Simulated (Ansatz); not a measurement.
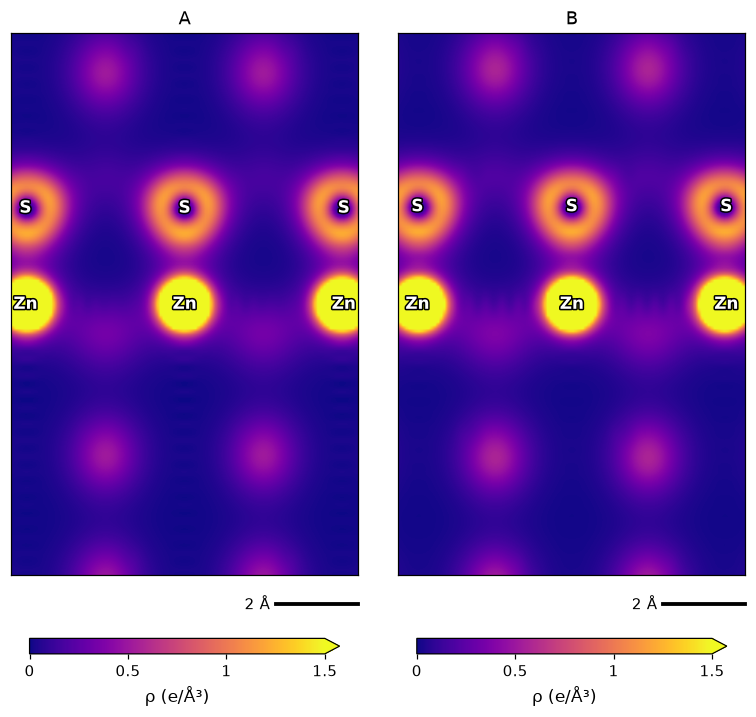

ZnS. The valence electron density of two cells that differ in size and shape, on the (100) plane of each (indices in the axes of the calculation cell), at one length scale and on one colour scale: A has 20.2 Å³ an atom and B 19.3.

Space group P6₃mc.

The calculation used DFT r2SCAN, scalar-relativistic, plane waves, PAW (Ansatz).

Core electrons are frozen (PAW), and the valence fields are smoothed inside the atomic spheres.

The larger cell:

```xyz
8
Lattice="3.8659 0.0000 0.0000 -1.9329 3.3479 0.0000 0.0000 0.0000 12.4665" Properties=species:S:1:pos:R:3 pbc="T T T"
Zn    0.0000    0.0000    0.0014
Zn    0.0000    0.0000    6.2346
Zn    0.0000    2.2320    3.1175
Zn    1.9330    1.1160    9.3507
S     0.0000    0.0000    2.3342
S     0.0000    0.0000    8.5675
S     0.0000    2.2320    5.4551
S     1.9330    1.1160   11.6883
```

The smaller cell: a = 3.752 Å, b = 3.752 Å, c = 12.653 Å, α = 90.00°, β = 90.00°, γ = 120.00°.

> What does the compression do to the bonding and the properties?

From the larger cell to the smaller, Zn–S goes from 2.34 to 2.37 Å, and the density at its midpoint from 0.52 to 0.47 e/Å³; the pressure goes from −2.2 to 1.3 GPa; the Kohn–Sham gap goes from 2.6 eV to 2.7 eV.
